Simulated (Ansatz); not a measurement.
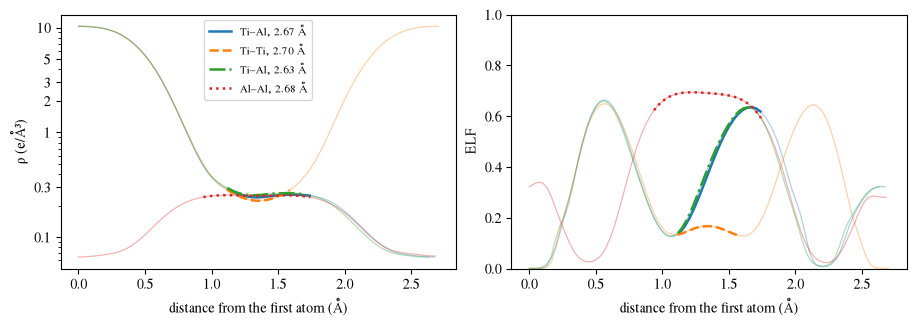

The picture shows: Ti₃Al (amorphous cell). Valence charge density (pseudo) and ELF along straight lines between neighbouring atoms. Thin, pale parts lie inside the atomic spheres.

Computed without spin polarisation.

Computed with Ansatz 0.2.0, DFT PBE, scalar-relativistic, plane waves, PAW.

Core electrons are frozen (PAW), and the valence fields are smoothed inside the atomic spheres.

Q: Compare the contacts.

A: Ti–Al (2.67 Å): ρ at the midpoint is about 0.24 e/Å³; the ELF is about 0.35 at the midpoint.
Ti–Ti (2.70 Å): the density is about 0.22 e/Å³ at the midpoint; the ELF is about 0.15 at the midpoint (no shared electron pair shows on this line).
Ti–Al (2.63 Å): ρ is about 0.25 e/Å³ halfway; the ELF is about 0.35 at the midpoint.
Al–Al (2.68 Å): ρ is about 0.25 e/Å³ halfway; the ELF peaks at about 0.70 between the atoms.
